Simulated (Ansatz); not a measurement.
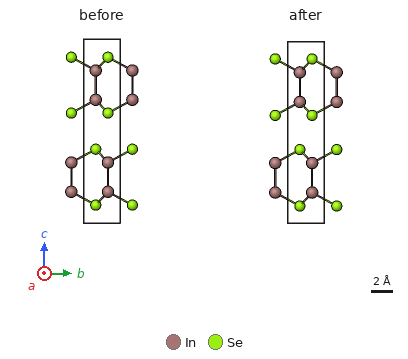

The structure of crystalline InSe (set up in P6_3/mmc) before (left) and after (right) a relaxation, at one scale.

Style: ball-and-stick. Shown: the cell of the calculation, along the a axis.

The calculation used DFT PBE, scalar-relativistic, plane waves, PAW in Ansatz 0.2.0.

Input
```yaml
crystal:
  lattice:
    - [4.0280246316, 0.0, 0.0]
    - [-2.0140123158, 3.4883716581, 0.0]
    - [0.0, 0.0, 17.5219381144]
  atoms:
    - { symbol: In, position: [0.3333333333, 0.6666666667, 0.170392598] }
    - { symbol: In, position: [0.6666666667, 0.3333333333, 0.670392598] }
    - { symbol: In, position: [0.3333333333, 0.6666666667, 0.329607402] }
    - { symbol: In, position: [0.6666666667, 0.3333333333, 0.829607402] }
    - { symbol: Se, position: [0.3333333333, 0.6666666667, 0.5982063134] }
    - { symbol: Se, position: [0.6666666667, 0.3333333333, 0.0982063134] }
    - { symbol: Se, position: [0.3333333333, 0.6666666667, 0.9017936866] }
    - { symbol: Se, position: [0.6666666667, 0.3333333333, 0.4017936866] }
basis:
  ecutwfc: 420
kpoints:
  mp_grid: { grid: [12, 12, 2] }
hamiltonian:
  xc: pbe
scf:
  occupations: { method: gaussian, width: 0.02 }
output:
  forces: true
  stress: true
  eigenvalues: true
relax:
  adjacent_minimum: "off"
  f_tol: 0.01
  max_steps: 30
  cell: { stress_tol: 0.1, fix: [volume] }
```

Command:
```bash
ansatz run input.yaml --threads 1 --pin off --max-ram 2560MiB --backend cpu --events-out ev --progress --plain --runs-dir out
```

What changed between the two?

Answer. After 2 accepted moves (4 points after the start) the energy has fallen by 27.1 meV per cell of the calculation. The largest force component goes from 0.24 to 0.0037 eV/Å. Pressure: 1.90 GPa at the start and 0.84 GPa at the end. The line search rejected the trial step at point 1 of the run. At 1 point the geometry stayed and the basis and grid were re-selected for the new cell (energy shift of less than 0.05 meV per cell of the calculation at most each time). The largest moves relative to the cell, 0.066 Å, are those of Se5, Se6, Se7 and Se8. Se7 goes along +c. By element the largest moves are Se 0.066 Å, In 0.031 Å. The drawn cell changes at constant volume: a = b 4.028 → 4.058 Å (+0.7 %), c 17.522 → 17.267 Å (−1.5 %). Near-neighbour distances that change, for instance: In1–Se6 2.647 → 2.670 Å, In1–In3 2.790 → 2.811 Å. The space group stays P6_3/mmc (No. 194).

Limits of the set-up: layers or molecules are held without a dispersion correction, so their spacing is unreliable.
